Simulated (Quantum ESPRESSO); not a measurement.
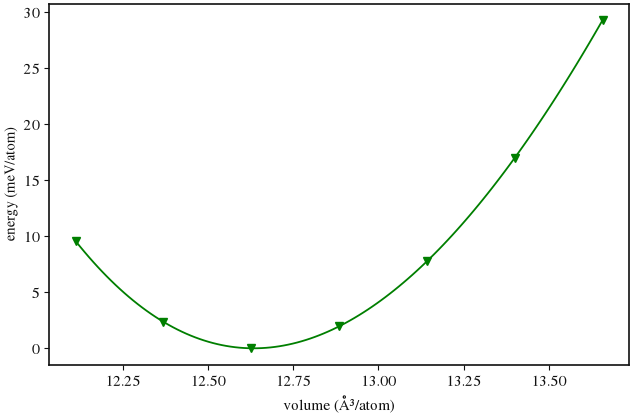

The figure shows the energy against volume.

Method: plane-wave DFT, no spin polarisation; energies at scaled volumes of the given cell, shape and fractions fixed, counted from the fit's minimum, third-order Birch-Murnaghan fit (Quantum ESPRESSO 7.5). Level: PBEsol.

> For which of these solids was it computed?
A. Cu₂O, Pn-3m (No. 224)
B. GaN, F-43m (No. 216)
C. P, Cmce (No. 64)

A, Cu₂O: energy from 0.00 meV/atom to 29.29 meV/atom, V0 12.63 Å³/atom, B0 131 GPa. The others give: P, energy from 0.35 meV/atom to 20.44 meV/atom, V0 20.28 Å³/atom, B0 76.1 GPa; GaN, energy from 0.16 meV/atom to 25.35 meV/atom, V0 11.39 Å³/atom, B0 188 GPa.

For P, limits of the calculation: shape and atomic fractions are frozen while scaling, which makes layered, chain and framework solids too stiff.
